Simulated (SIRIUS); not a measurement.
**A series of single points on ZrC**

System: ZrC (2 atoms in the cell).
Method: Kohn-Sham DFT of a periodic cell, PBE, dojo-sr-pbe-0.4.1-standard, no spin polarisation (SIRIUS 7.10.0).

The 7 runs differ only in the geometry, by an even scaling of the cell at fixed fractional positions. The structure derives from an entry of the Crystallography Open Database.

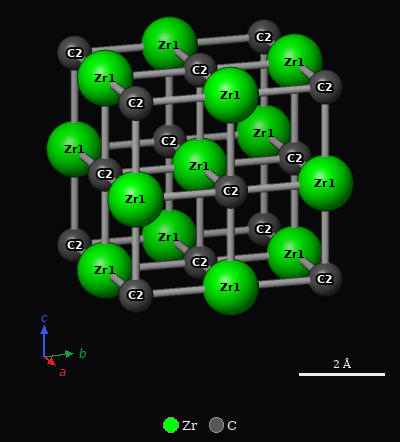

Figure 1. The structure of run 4 (ball-and-stick view of the cell 4 times as large as that of the calculation, set on its symmetry axes, seen slightly off an axis; atoms are numbered from 1 in the order of the input).

### Input of run 4
```
{
  "control": {
    "processing_unit": "cpu",
    "verbosity": 2,
    "num_bands_to_print": 15,
    "print_forces": true,
    "print_stress": true
  },
  "parameters": {
    "electronic_structure_method": "pseudopotential",
    "xc_functionals": ["XC_GGA_X_PBE", "XC_GGA_C_PBE"],
    "gk_cutoff": 9.1,
    "pw_cutoff": 18.2,
    "ngridk": [10, 10, 10],
    "shiftk": [0, 0, 0],
    "smearing": "fermi_dirac",
    "smearing_width": 0.0018374661,
    "num_bands": 15,
    "num_mag_dims": 0,
    "num_dft_iter": 100,
    "energy_tol": 1e-08,
    "density_tol": 1e-06
  },
  "iterative_solver": {
    "type": "davidson",
    "min_tolerance": 1e-10
  },
  "mixer": {
    "type": "anderson",
    "beta": 0.7,
    "max_history": 8
  },
  "settings": {
    "tol_ne": 1e-10
  },
  "unit_cell": {
    "lattice_vectors": [
      [0.0, 4.46920228474, 4.46920228474],
      [4.46920228474, 0.0, 4.46920228474],
      [4.46920228474, 4.46920228474, 0.0]
    ],
    "atom_coordinate_units": "lattice",
    "atom_types": ["Zr", "C"],
    "atom_files": {
      "Zr": "Zr.json",
      "C": "C.json"
    },
    "atoms": {
      "Zr": [
        [0.5, 0.5, 0.5]
      ],
      "C": [
        [0.0, 0.0, 0.0]
      ]
    }
  }
}
```

Command:
```bash
upf_to_json Zr.upf
upf_to_json C.upf
OMP_NUM_THREADS=1 sirius.scf --input=sirius.json --output=out.json --task=0
```

Run 5 differs from it as follows:
```diff
-      [0.0, 4.46920228474, 4.46920228474],
-      [4.46920228474, 0.0, 4.46920228474],
-      [4.46920228474, 4.46920228474, 0.0]
+      [0.0, 4.498800513419, 4.498800513419],
+      [4.498800513419, 0.0, 4.498800513419],
+      [4.498800513419, 4.498800513419, 0.0]
```

### Results, with one run withheld

```csv
run,volume per atom (Å³),"free energy per atom, from the lowest run given (meV)",pressure (GPa)
1,12.434,22.09,11.98
2,12.699,6.77,6.54
3,12.963,0.00,1.63
4,13.228,0.93,−2.80
5,13.493,?,?
6,13.757,23.00,−10.41
7,14.022,42.83,−13.66
```

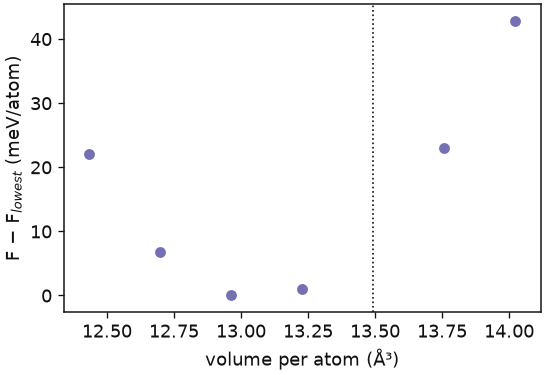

Figure 2. Free energy per atom of the runs given; the dotted line marks run 5.

Fit the runs given and predict run 5.

A cubic polynomial in V^(−2/3) (the Birch–Murnaghan form), fitted to the 6 runs given, misses them by at most 0.01 meV per atom. With x = V^(−2/3) − 0.17936 Å⁻², it reads F = 0.057385 − 1188.5 x + 6.2442e+05 x² + 1.845e+05 x³ (meV per atom). At run 5 it gives 8.85 meV per atom, and the run itself gives 8.82. The slope of the fit gives a pressure −dF/dV of −6.75 GPa there, and the run prints −6.80 GPa. The fit has its minimum at 13.061 Å³ per atom, where V d²F/dV² gives 222 GPa: the bulk modulus at this level, since symmetry fixes the shape and the positions.

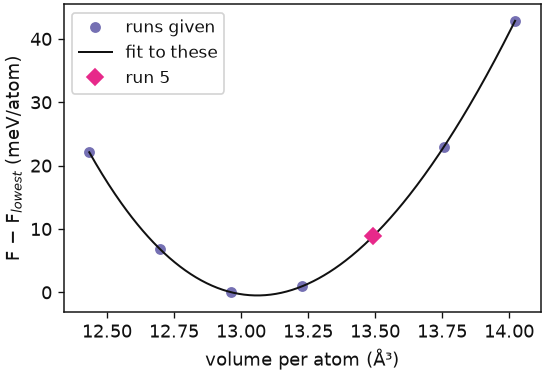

Figure 3. The fit and the withheld run.

### Some lines of the output (run 5)
```
[...]
[find] Free energy (E-TS)             :     -56.70727110 (Ha),    -113.41454220 (Ry)
[find] Efermi                         :       0.52729318
[find] Total energy                   :     -56.70717344 (Ha),    -113.41434688 (Ry)
[find] Free energy (E-TS)             :     -56.70727112 (Ha),    -113.41454223 (Ry)
[find] Efermi                         :       0.52728419
[find] Efermi                         :       0.52727962
[find] Efermi                         :       0.52727891
[find] Efermi                         :       0.52727981
[find] Total energy                   :     -56.70717344 (Ha),    -113.41434689 (Ry)
[find] Efermi                         :       0.52727927
[find] Efermi                         :       0.52727916
[find] Efermi                         :       0.52727928
[find] Efermi                         :       0.52727922
[find] Efermi                         :       0.52727923
```
